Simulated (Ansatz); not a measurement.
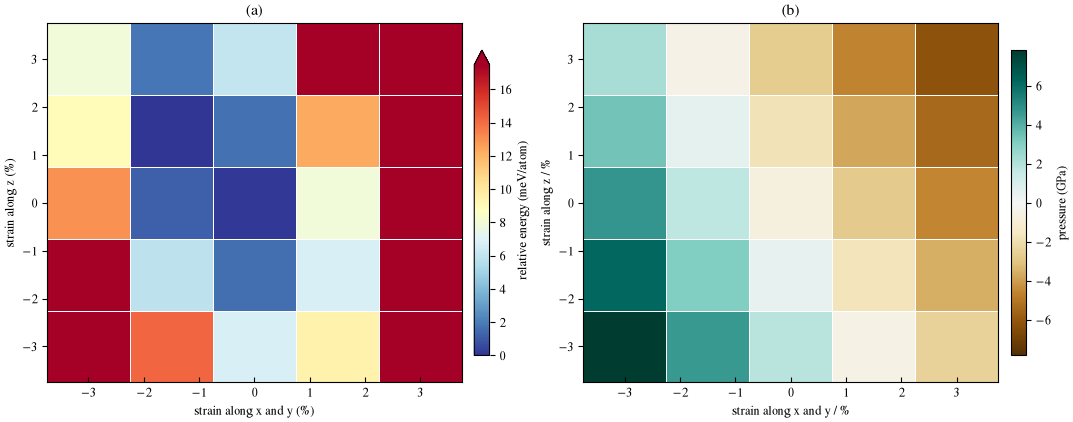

Ge (I4_1/amd, No. 141; 2 atoms in the cell). The cell is strained homogeneously, by one strain along x and y and another along z, with fractional coordinates fixed (x along [1 0 0], z along [0 0 1] of the conventional cell). Coordinates scanned: (1) strain along x and y; (2) strain along z. Grid: 5 × 5 points. All energies are given in meV/atom relative to the lowest grid point. The reference cell is the one listed in the database, not relaxed at this level. The calculation used Ansatz 0.2.0, DFT PBEsol, scalar-relativistic, plane waves, PAW. Settings: cutoff 420 eV, k-mesh 20×20×20, gaussian smearing 0.15 eV, no spin polarisation.

Panel (a) is the energy and panel (b) the computed pressure on the same grid.

Drawn: one coloured cell a grid point, one colour for all values above the top of the scale.

**How does the pressure vary over the map, and what is it at the lowest grid point?**

It runs from −6.2 GPa at strain along x and y = 3.0 %, strain along z = 3.0 % to 7.8 GPa at strain along x and y = −3.0 %, strain along z = −3.0 %. At the lowest grid point, strain along x and y = −1.5 %, strain along z = 1.5 %, it is 0.6 GPa.

```csv
"strain along z ↓, strain along x and y →",−3.0,−1.5,0.0,1.5,3.0
3.0,2.2,−0.5,−2.8,−4.6,−6.2
1.5,3.4,0.6,−1.8,−3.8,−5.4
0.0,4.7,1.8,−0.7,−2.8,−4.6
−1.5,6.2,3.1,0.5,−1.7,−3.6
−3.0,7.8,4.6,1.8,−0.5,−2.5
```
